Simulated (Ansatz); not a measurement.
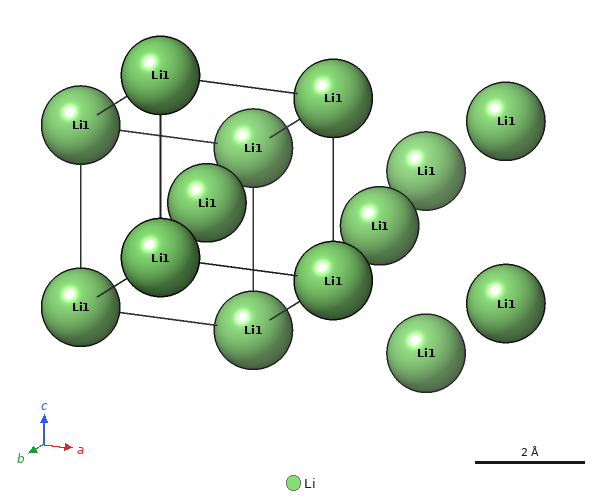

This is a symmetric starting cell of Li. Style: spheres-only. Shown: the conventional cell (2 times the calculation's cell), repeated 2 × 1 × 1 with one cell outlined, from a free direction. Lengths and directions refer to the drawn axes.

Level of theory: Ansatz, DFT PBE, scalar-relativistic, plane waves, PAW. (plane-wave cutoff 420 eV; k-point mesh 14 × 14 × 14; occupations gaussian; smearing width 0.1 eV; no spin polarisation)

Change: The cell is strained by +5.5 % along [1 −1 0], +4.5 % along [3 3 −1], +4.3 % roughly along [0 1 3] (volume +14.9 %), the atoms keeping their fractional coordinates. No relaxation follows. The starting cell wasn't computed here and needn't be at equilibrium, so pressure and forces aren't due to the change alone.

### Predict the response.

The pressure is −1.9 GPa (not all of it need come from the change, since the unchanged cell can be under pressure at this level too). All forces vanish by symmetry. Some distances before and after: Li–Li 3.500 → 3.650 to 3.675 Å, Li–Li 3.031 → 3.163 to 3.187 Å. The space group (tolerance 0.01 Å) goes from Im-3m (No. 229) to Fmmm (No. 69).

Drawn alike, the variant:

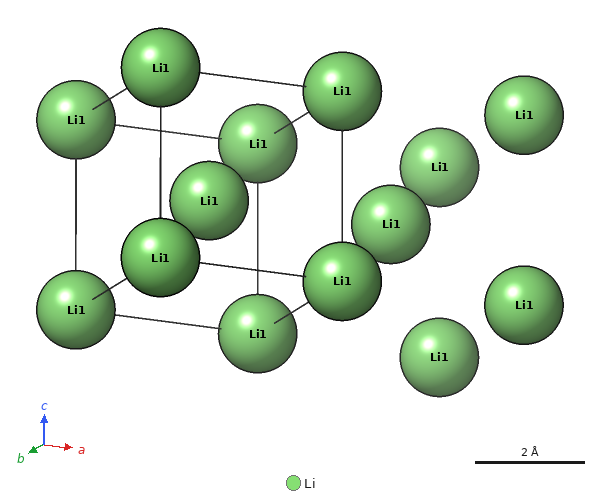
